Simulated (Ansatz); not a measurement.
# Calculations on ZrN

## 1. Vibrations

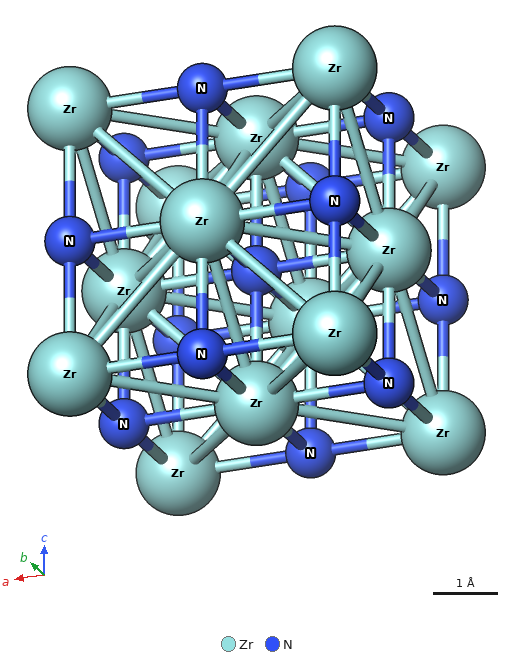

Lattice vibrations of solid ZrN relaxed at 16 GPa, space group Fm-3m (No. 225), at the zone centre. Style: ball-and-stick. Shown: the conventional cell (4 times the calculation's cell), from a free direction. Lengths and directions refer to the drawn axes.

These are results of DFT PBE, scalar-relativistic, plane waves, PAW (Ansatz 0.2.0), not measurements. Set-up: plane-wave cutoff 420 eV; k-point mesh 16 × 16 × 16; occupations fermi dirac; smearing width 0.15 eV; target pressure 16 GPa; no spin polarisation.

The frequencies depend somewhat on the k-mesh and the smearing.

List the optical modes.

The calculation's cell holds 2 atoms, so there are 3 optical modes, in 1 level. The optical modes span T₁u. No level is unstable.

| level | symmetry | frequency (cm⁻¹) | activity |
| --- | --- | --- | --- |
| 1 | T₁u | 530 | infrared-active |

The crystal is a metal, so free carriers screen the infrared response.

The displacement patterns (one member of each degenerate set):

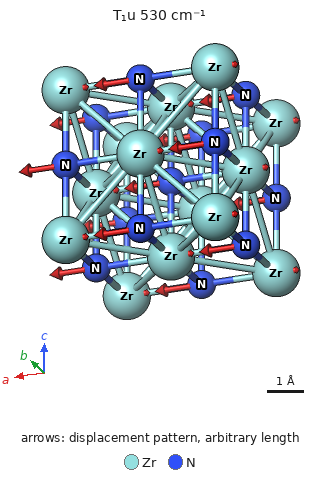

## 2. One mode

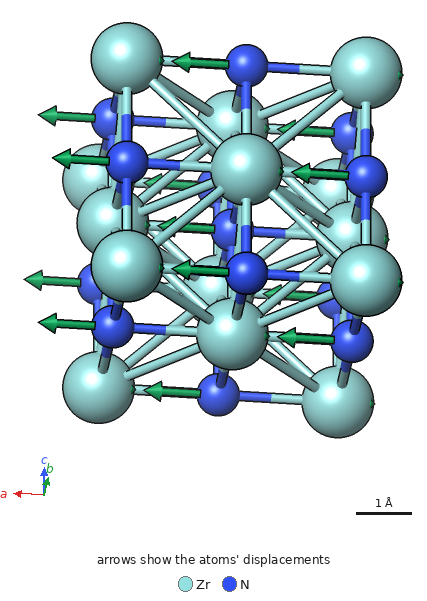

One vibrational mode of crystalline ZrN relaxed at 30 GPa at the zone centre. The green arrows give the relative displacements of the atoms. The picture is a ball-and-stick view of the conventional cell (4 times the calculation's cell), seen from a free direction. Lengths and directions refer to the drawn axes.

These are results of DFT PBE, scalar-relativistic, plane waves, PAW (Ansatz), not measurements.

Input
```yaml
crystal:
  lattice:
    - [0.0, 2.2241494395, 2.2241494395]
    - [2.2241494395, 0.0, 2.2241494395]
    - [2.2241494395, 2.2241494395, 0.0]
  atoms:
    - { symbol: Zr, position: [0.0, 0.0, 0.0] }
    - { symbol: "N", position: [0.5, 0.5, 0.5] }
basis:
  ecutwfc: 420
kpoints:
  mp_grid: { grid: [16, 16, 16] }
hamiltonian:
  xc: pbe
scf:
  occupations: { method: fermi_dirac, width: 0.15 }
output:
  eigenvalues: true
phonons:
  method: dfpt
  eigenvectors: true
```

Run as
```bash
ansatz run input.yaml --threads 1 --pin off --max-ram 3072MiB --backend cpu --events-out ev --progress --plain --runs-dir out
```

The frequencies depend somewhat on the k-mesh and the smearing.

**Give the symmetry, activity and frequency of this mode.**

This is the T₁u mode (triply degenerate; one member of the set is drawn) at 571 cm⁻¹, the only optical level, infrared-active by symmetry. The N sublattice moves against the Zr sublattice, along a; it stretches the shortest N–Zr bonds (2.22 Å); the kinetic energy is shared as N 87 %, Zr 13 %. The crystal is a metal, so free carriers screen the infrared response.

## 3. Softest mode

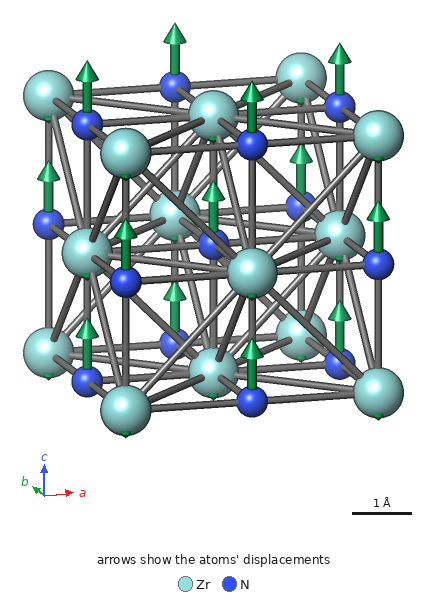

The lowest optical mode of solid ZrN relaxed at 6 GPa, space group Fm-3m (No. 225), at the zone centre. The green arrows are the displacements of the atoms (eigenvector over the root of the mass), of arbitrary overall length and sign. Style: ball-and-stick. Shown: the conventional cell (4 times the calculation's cell), slightly off an axis. Lengths and directions refer to the drawn axes.

Computed with Ansatz 0.2.0, DFT PBEsol, scalar-relativistic, plane waves, PAW.

Input file:
```yaml
crystal:
  lattice:
    - [0.0, 2.2603986039, 2.2603986039]
    - [2.2603986039, 0.0, 2.2603986039]
    - [2.2603986039, 2.2603986039, 0.0]
  atoms:
    - { symbol: Zr, position: [0.0, 0.0, 0.0] }
    - { symbol: "N", position: [0.5, 0.5, 0.5] }
basis:
  ecutwfc: 420
kpoints:
  mp_grid: { grid: [16, 16, 16] }
hamiltonian:
  xc: pbesol
scf:
  occupations: { method: fermi_dirac, width: 0.15 }
output:
  eigenvalues: true
phonons:
  method: dfpt
  eigenvectors: true
```

Run as
```bash
ansatz run input.yaml --threads 1 --pin off --max-ram 3072MiB --backend cpu --events-out ev --progress --plain --runs-dir out
```

The frequencies depend somewhat on the k-mesh and the smearing.

Q: Is the structure stable against all modes at this point?

A: Yes: this softest mode has a real frequency, and so have all others here. That speaks for this wave vector alone: the rest of the zone wasn't checked in this run. This is the T₁u mode (triply degenerate; one member of the set is drawn) at 520 cm⁻¹, the only optical level, infrared-active by symmetry. The N sublattice moves against the Zr sublattice, along c; it stretches the shortest N–Zr bonds (2.26 Å); the kinetic energy is shared as N 87 %, Zr 13 %. The crystal is a metal, so free carriers screen the infrared response.
